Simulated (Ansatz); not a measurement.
CaO

The calculation's input:

```
crystal:
  lattice:
    - [3.7465375674, 0.0, 0.0]
    - [-1.8732687837, 3.2445967096, 0.0]
    - [0.0, 0.0, 11.8247967131]
  atoms:
    - { symbol: Ca, position: [0.0, 0.0, -0.0029931241] }
    - { symbol: Ca, position: [0.3333333333, 0.6666666667, 0.2484055569] }
    - { symbol: Ca, position: [0.0, 0.0, 0.4970068759] }
    - { symbol: Ca, position: [0.6666666667, 0.3333333333, 0.7484055569] }
    - { symbol: O, position: [0.0, 0.0, 0.1903829247] }
    - { symbol: O, position: [0.3333333333, 0.6666666667, 0.4392046426] }
    - { symbol: O, position: [0.0, 0.0, 0.6903829247] }
    - { symbol: O, position: [0.6666666667, 0.3333333333, 0.9392046426] }
kpoints:
  mp_grid: { grid: [12, 12, 2] }
hamiltonian:
  xc: r2scan
scf:
  occupations: { method: fermi_dirac, width: 0.02 }
relax:
  f_tol: 0.005
  cell: {}
output:
  write_density: true
  write_potential: true
  elf: true
  volumetric_format: npy
```

Launched as:

```sh
ansatz run input.yaml --threads 2 --pin off --max-ram 20275MiB --backend cpu --events-out ev --progress --plain --runs-dir out
```

Below, planes, directions and counts refer to the conventional cell (a = 3.73 Å, b = 3.73 Å, c = 11.69 Å, α = 90.00°, β = 90.00°, γ = 120.00°).

The fields are those of the relaxed geometry.

Space group P6₃mc; started from the 4H polytype prototype, which need not be the ambient phase.

All numbers below come from DFT, r2SCAN, plane waves, PAW (Ansatz).

Core electrons are frozen (PAW), and the valence fields are smoothed inside the atomic spheres.

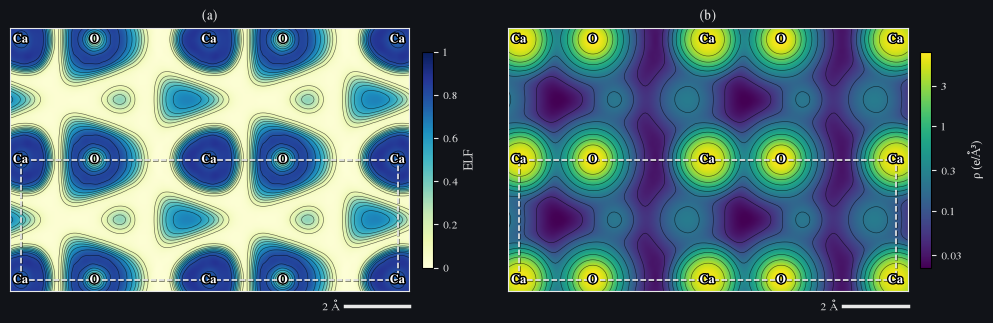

Figure 1. (a) electron localisation function; (b) valence electron density on the (11̄0) plane of the conventional cell.

Question: What does the map show?

Answer: The plane passes through Ca and O nuclei. Between the atoms the lowest density in this plane is 0.02 e/Å³. The features right at Ca lie inside the PAW spheres, where the map follows smoothed inner orbitals and isn't to be read closely.

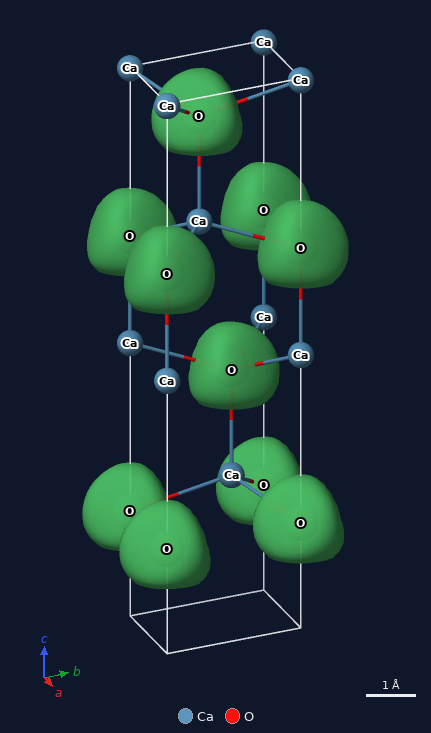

Figure 2. Isosurface of the electron localisation function at 0.7 (green), seen slightly off an axis. Core shells and regions of very low density are left out. Sticks mark near contacts.

Question: What do the ELF domains correspond to?

Answer: The ELF exceeds this value in four regions wrapped around O (the valence shell of each), counted in one cell of 8 atoms. Any copies at cell faces, edges or corners count once. Along the contacts the grid gives the following. Ca–O (2.24 Å): the ELF peaks at about 0.85 in the valence shell of O, 0.6 Å from its nucleus, and drops to about 0.10 between the two atoms; a largely ionic contact.

Question: Does the calculation give a band gap?

Answer: It is gapped, with a Kohn–Sham gap of 3.8 eV on the k-point mesh, an upper bound to the gap of this method.
